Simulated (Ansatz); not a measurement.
## Run report: P, geometry relaxation (part 3 of 3)

Continued. System: P (slab, 14 atoms in the cell). Method: DFT r2SCAN, scalar-relativistic, plane waves, PAW, no spin polarisation (Ansatz 0.2.0); cutoff 500 eV, 11×7×1 k-mesh, Gaussian smearing of 0.05 eV. The structure derives from an entry of the Crystallography Open Database. It belongs to a series of runs on one base structure; here: (0 0 1) slab, atoms relaxed.

Geometry of the input (Å; fractional positions):
```
3.2996  0.0000  0.0000
-1.6498  5.5100  0.0000
0.0000  0.0000  30.1378
P  0.5954  0.1909  0.2489
P  0.0954  0.1909  0.2977
P  0.9046  0.8091  0.3244
P  0.4046  0.8091  0.3733
P  0.5954  0.1909  0.4000
P  0.0954  0.1909  0.4488
P  0.9046  0.8091  0.4756
P  0.4046  0.8091  0.5244
P  0.5954  0.1909  0.5512
P  0.0954  0.1909  0.6000
P  0.9046  0.8091  0.6267
P  0.4046  0.8091  0.6756
P  0.5954  0.1909  0.7023
P  0.0954  0.1909  0.7511
```

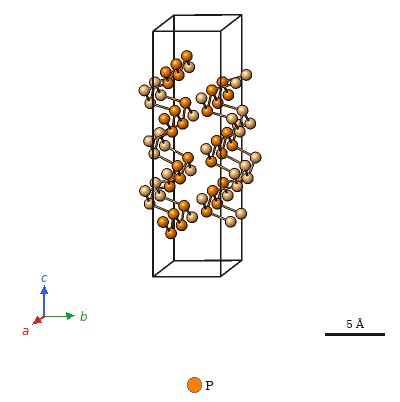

**Figure 1.** The geometry at step 8 of the log (ball-and-stick view of the 2 × 1 repeat of the cell, with the vacuum cut short, seen slightly off an axis; neighbours outside the cell are drawn fainter).

Key numbers

- outcome: converged
- electrons treated: 70
- free energy: −10626.5750 eV
- work function, top face: 5.22 eV
- work function, bottom face: 5.22 eV
- Fermi energy: 0.907 eV
- gap on the k-point mesh: none (metallic)
- final volume: 547.92 Å³
- work function (upper face): 5.22 eV
- largest force (length of the vector) at the end: 0.018 eV/Å
- hardware: 1 thread of AMD EPYC (Zen 3), 32 GiB of memory available, shared host
- wall time: 34 min
- peak memory: 2.4 GiB

Warnings of the run: the k-point mesh lowers the symmetry that the run can use; the exchange-correlation potential is rough where the density is thin.
